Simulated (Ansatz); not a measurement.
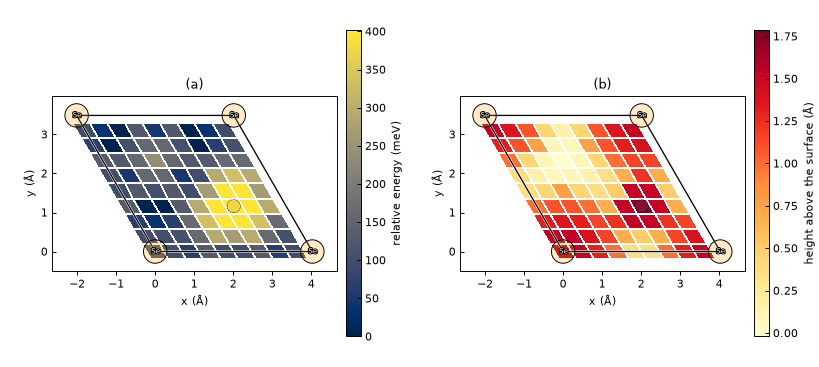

H on a two-dimensional sheet of InSe (4 atoms of substrate and one adsorbate in a 1 × 1 cell). H is moved over the surface cell; relaxed at each place: the height of the adsorbate's atoms; substrate rigid; the origin of the map has the adsorbate above Se4. Places are given modulo a cell vector. The map is drawn in real space over the plane of the surface. The scan uses a 9 × 9 grid; 19 points were computed and 62 follow by symmetry. Energies: meV, counted from the lowest grid point. At some places the adsorbate sinks to or below the level of the top layer. The magnetic moment jumps between some neighbouring points. With one adsorbate in each 1 × 1 cell, its nearest image is 4.0 Å away, so neighbouring adsorbates interact. The calculation used DFT PBE+D3(BJ), scalar-relativistic, plane waves, PAW in Ansatz. Settings: cutoff 420 eV, k-mesh 9×9×1, gaussian smearing 0.05 eV, spin-polarised.

Panel (a) is the energy and panel (b) the computed height above the surface on the same grid.

The picture shows one coloured cell a grid point, labelled circles for the atoms of the top layer and small ones for the second layer, the outline of one cell of the plane.

Q: How does the height above the surface vary over the map, and what is it at the lowest grid point?

A: It runs from −0.02 Å at a place at or below the level of the top layer, (3/9, 6/9) of the cell vectors to 1.78 Å at a threefold hollow over a second-layer In atom, (6/9, 3/9) of the cell vectors. At the lowest grid point, (1/9, 3/9) of the cell vectors [nearest 1 Se at 1.61 Å], it is 1.09 Å.

PAW datasets: the set soft_1.
